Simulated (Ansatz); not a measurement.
A series of calculations on WSe$_{2}$ and related structures

## 1. Relaxation

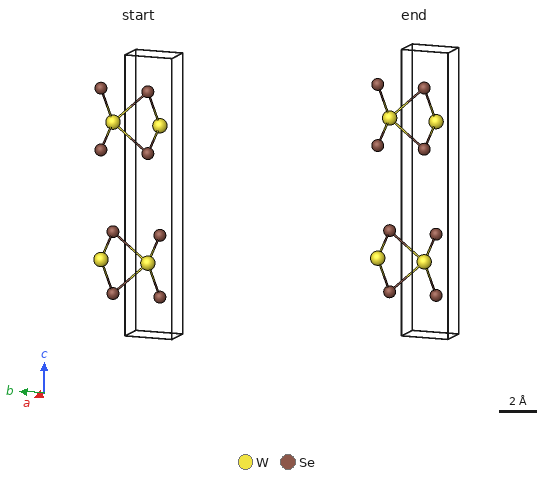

The structure of solid WSe2 (set up in P6_3/mmc) before (left) and after (right) a relaxation, at one scale.

A ball-and-stick model of the cell of the calculation, repeated 1 × 2 × 1 with one cell outlined, seen from a free direction.

Case: volume × 1.03, shape and atoms relaxed.

Theory: DFT PBE, scalar-relativistic, plane waves, PAW (Ansatz).

Input file:
```yaml
crystal:
  lattice:
    - [3.3535746826, 0.0, 0.0]
    - [-1.6767873413, 2.9042808686, 0.0]
    - [0.0, 0.0, 15.4085307508]
  atoms:
    - { symbol: W, position: [0.3333333333, 0.6666666667, 0.25] }
    - { symbol: W, position: [0.6666666667, 0.3333333333, 0.75] }
    - { symbol: Se, position: [0.3333333333, 0.6666666667, 0.6400208772] }
    - { symbol: Se, position: [0.6666666667, 0.3333333333, 0.1400208772] }
    - { symbol: Se, position: [0.3333333333, 0.6666666667, 0.8599791228] }
    - { symbol: Se, position: [0.6666666667, 0.3333333333, 0.3599791228] }
basis:
  ecutwfc: 420
kpoints:
  mp_grid: { grid: [12, 12, 2] }
hamiltonian:
  xc: pbe
scf:
  occupations: { method: gaussian, width: 0.02 }
output:
  forces: true
  stress: true
  eigenvalues: true
relax:
  adjacent_minimum: "off"
  f_tol: 0.01
  max_steps: 30
  cell: { stress_tol: 0.1, fix: [volume] }
```

Run as
```bash
ansatz run input.yaml --threads 2 --pin off --max-ram 5120MiB --backend cpu --events-out ev --progress --plain --runs-dir out
```

> Summarise the run.

The largest moves relative to the cell, 0.050 Å, are those of Se3, Se4, Se5 and Se6. Se5 goes along −c. W stays in place. The drawn cell changes at constant volume: a = b 3.354 → 3.321 Å (−1.0 %), c 15.409 → 15.709 Å (+1.9 %). Some distances before and after: W1–Se4 2.573 → 2.548 Å. The space group stays P6_3/mmc (No. 194). Over 3 accepted moves (5 points after the start) the energy falls by 42.1 meV per cell of the calculation. The largest force component goes from 0.46 to 0.0058 eV/Å. The pressure goes from −3.06 to −0.02 GPa. The line search rejected the trial step at point 1 of the run. The SCF was repeated once at an unchanged geometry on a basis and grid sized afresh for the cell, which shifted the energy by less than 0.05 meV per cell of the calculation at most.

Limits of the set-up: layers or molecules are held without a dispersion correction, so their spacing is unreliable.

## 2. Relaxation

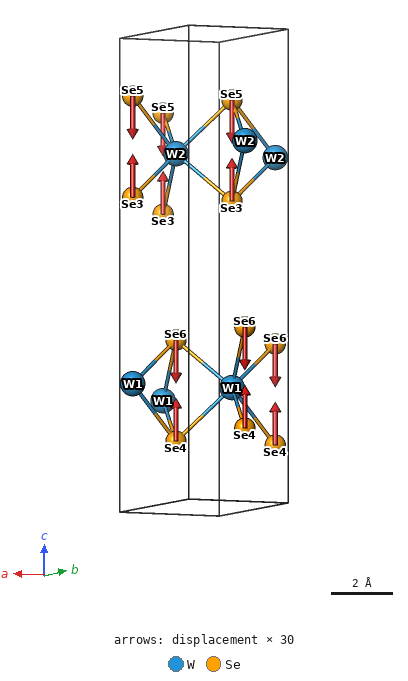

This is a relaxation of crystalline WSe2 (set up in P6_3/mmc). The starting structure is drawn; red arrows show the displacements (the part carried along by the change of the cell is left out), magnified 30 times.

A ball-and-stick model of the cell of the calculation, seen from a free direction.

Case: volume × 1.06, shape and atoms relaxed.

The calculation used DFT PBE, scalar-relativistic, plane waves, PAW in Ansatz. (plane-wave cutoff 420 eV; k-point mesh 12 × 12 × 2; occupations gaussian; smearing width 0.02 eV; no spin polarisation; cell relaxed at fixed volume; force threshold 0.01 eV/Å; at most 30 steps)

Question: What happened in the run?

Answer: After 3 accepted moves (5 points after the start) the energy has fallen by 6.7 meV per atom. The largest force component goes from 0.44 to 0.0053 eV/Å. Pressure: −2.93 GPa at the start and −0.04 GPa at the end. The line search rejected the trial step at point 1 of the run. At 1 point the geometry stayed and the basis and grid were re-selected for the new cell (energy shift of less than 0.05 meV per atom at most each time). The largest moves relative to the cell, 0.049 Å, are those of Se3, Se4, Se5 and Se6. Se5 goes along −c. W stays in place. The drawn cell changes at constant volume: a = b 3.353 → 3.321 Å (−0.9 %), c 15.860 → 16.165 Å (+1.9 %). Near-neighbour distances that change, for instance: W1–Se4 2.572 → 2.548 Å. The space group stays P6_3/mmc (No. 194).

Limits of the set-up: layers or molecules are held without a dispersion correction, so their spacing is unreliable.

## 3. A change

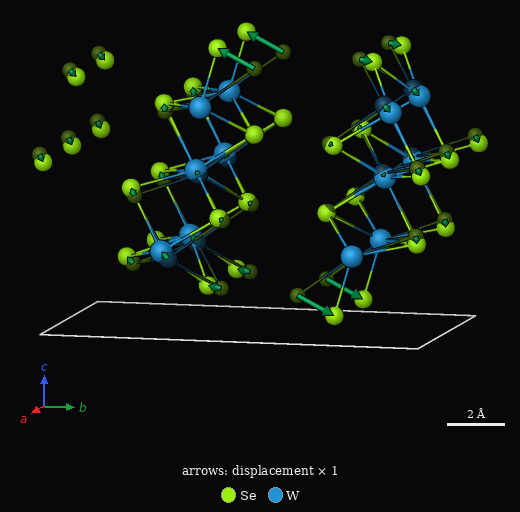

A (1 0 1) slab of WSe2 as cut from the relaxed bulk, drawn pale, and a changed version of it, drawn solid. The green arrows show how the atoms are displaced, at true length. A ball-and-stick model of the 2 × 1 repeat of the cell, outlined in the plane, without the vacuum, seen slightly off an axis.

These are results of Ansatz 0.2.0, DFT PBEsol, scalar-relativistic, plane waves, PAW, not measurements. Settings: plane-wave cutoff 420 eV; occupations gaussian; no spin polarisation. The k-mesh is chosen for each cell (12×12×2, 8×2×1). Smearing widths differ between the runs.

**What was done to the structure, and with what result?**

The atoms of the slab are relaxed at the bulk's in-plane cell. The slab isn't stoichiometric; relaxing it gains 0.461 J/m². The top spacing, between the Se2 and Se planes, goes from 0.58 to 1.11 Å (+90.8 %), the bottom one (Se2 to Se) from 0.58 to 1.11 Å (+90.8 %). The top plane rumples by 0.48 Å. The lattice vectors keep their values. The largest moves relative to the layer's centre, 1.52 Å, are those of Se atoms. Largest moves by element: Se 1.52 Å, W 0.35 Å. Among the bonded contacts that change: Se–W 2.524 → 2.272 to 2.618 Å.

Limits of the set-up: layers or molecules are held without a dispersion correction, so their spacing is unreliable.
